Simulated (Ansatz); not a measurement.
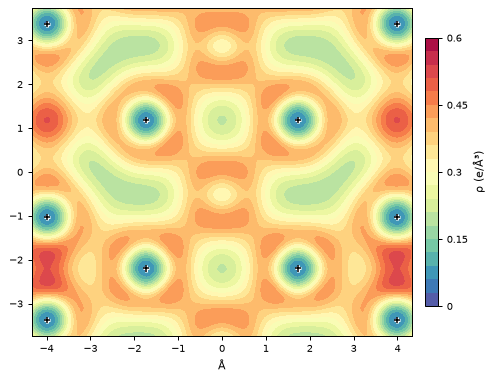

The valence electron density on a plane through atoms (crosses mark nuclei in the plane).

All numbers below come from Ansatz 0.2.0, DFT, PBE, plane-wave PAW, default files, scalar-relativistic.

Candidates:
A. Si, a = 7.97 Å, b = 4.79 Å, c = 4.77 Å, α = 90.00°, β = 90.00°, γ = 90.00°. Space group Cmce; computed pressure about 40 GPa in this cell.
B. SnO, a = 3.80 Å, b = 3.80 Å, c = 4.74 Å, α = 90.00°, β = 90.00°, γ = 90.00°. Space group P4/nmm; computed pressure about 4 GPa in this cell.
C. Ge, a = 5.69 Å, b = 5.69 Å, c = 5.69 Å, α = 90.00°, β = 90.00°, γ = 90.00°. Space group Fd-3m; computed pressure about 2 GPa in this cell.

Q: Which candidate gave the map?

A: Candidate A: Si on the (011̄) plane of the conventional cell, which holds Si. Si–Si (2.36 Å): ρ is about 0.51 e/Å³ halfway. Si–Si (2.54 Å): ρ is about 0.37 e/Å³ halfway.
